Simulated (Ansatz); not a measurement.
# MgO: what the fields show

The calculation's input:

```
crystal:
  lattice:
    - [3.2882171868, 0.0493232579, 0.0]
    - [-1.6013933992, 2.823017988, 0.0]
    - [0.0, 0.0, 5.0343664111]
  atoms:
    - { symbol: Mg, position: [0.3300695536, 0.6666891883, -0.0099008798] }
    - { symbol: Mg, position: [0.6699304464, 0.3333108117, 0.4900991202] }
    - { symbol: O, position: [0.3290290978, 0.6669419944, 0.3849008798] }
    - { symbol: O, position: [0.6709709022, 0.3330580056, 0.8849008798] }
kpoints:
  mp_grid: { grid: [6, 6, 4] }
  band_path:
    path:
      - [0.0, 0.0, 0.0]
      - [0.5, 0.0, 0.0]
      - [0.3333333333, 0.3333333333, 0.0]
      - [0.0, 0.0, 0.5]
      - [0.5, 0.0, 0.5]
      - [0.3333333333, 0.3333333333, 0.5]
    npoints: 1
hamiltonian:
  xc: hse06
scf:
  occupations: { method: fixed }
  n_extra_bands: 5
output:
  forces: true
  stress: true
  eigenvalues: true
  write_density: true
  write_potential: true
  elf: true
  volumetric_format: npy
```

Run with:

```sh
ansatz run input.yaml --threads 2 --pin off --max-ram 2211MiB --backend cpu --events-out ev --progress --plain --runs-dir out
```

Below, planes, directions and counts refer to the conventional cell (a = 3.25 Å, b = 5.03 Å, c = 3.29 Å, α = 90.00°, β = 118.71°, γ = 90.00°).

Space group P2₁; started from the wurtzite prototype, which need not be the ambient phase; changed on purpose from its base cell (shear xy strain +3.0%).

These are results of Ansatz 0.2.0, DFT, HSE06, plane waves, PAW, not measurements.

In a PAW calculation such maps are meaningful between the atoms, not at the nuclei.

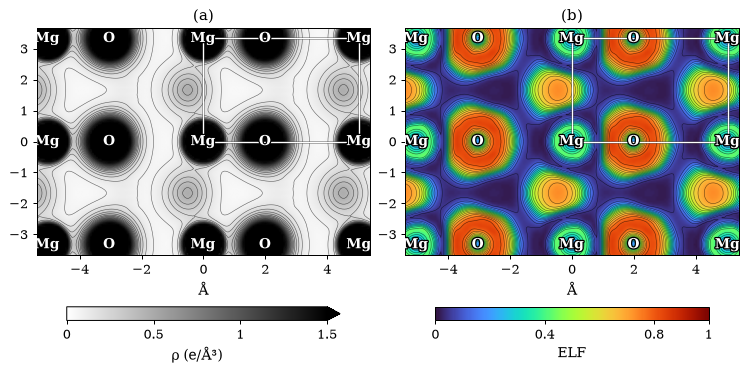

Figure 1. (a) valence pseudo-density; (b) electron localisation function on the (101̄) plane of the conventional cell.

Describe what can be read from this map.

Atoms in the plane: Mg and O. Atoms just off the plane (Mg, 0.9 Å away and O, 0.9 Å away) can leave unmarked features too. Mg–O (1.99 Å): ρ is about 0.44 e/Å³ halfway; the ELF peaks at about 0.85 in the valence shell of O, 0.7 Å from its nucleus, and is about 0.35 at the midpoint: a largely ionic contact. Between the atoms the lowest density in this plane is 0.04 e/Å³.

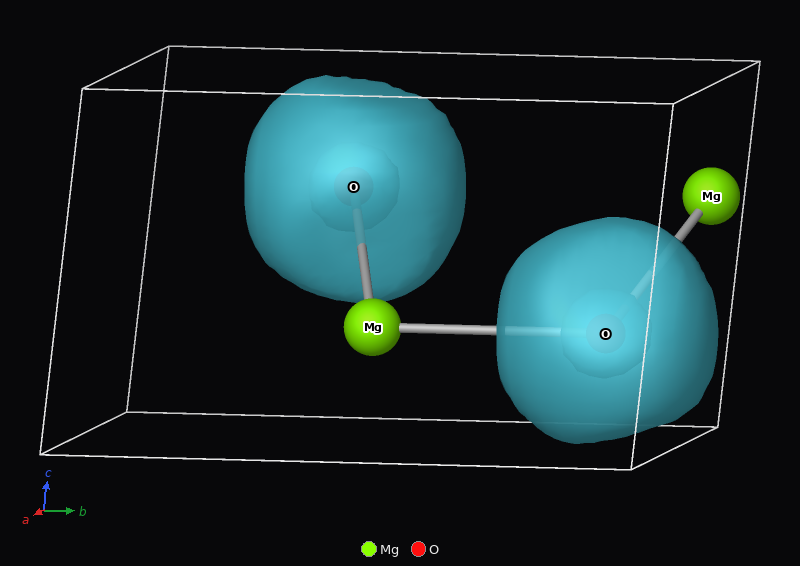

Figure 2. Isosurface of the electron localisation function at 0.7 (cyan), seen slightly off an axis. Core shells and regions of very low density are left out. Sticks mark near contacts.

Identify the bonds, lone pairs and shells in this picture.

At this value the surface marks out two regions wrapped around O (the valence shell of each), counted in one cell of 4 atoms. Any copies at cell faces, edges or corners count once. Along the contacts the grid gives the following. Mg–O (1.97 Å): the ELF peaks at about 0.85 in the valence shell of O, 0.7 Å from its nucleus, and is about 0.35 at the midpoint: a largely ionic contact.

Metal or insulator at this level of theory?

It is gapped, with a Kohn–Sham gap of 5.2 eV on the k-point mesh (the band edges may lie off the mesh, which would make the gap smaller).
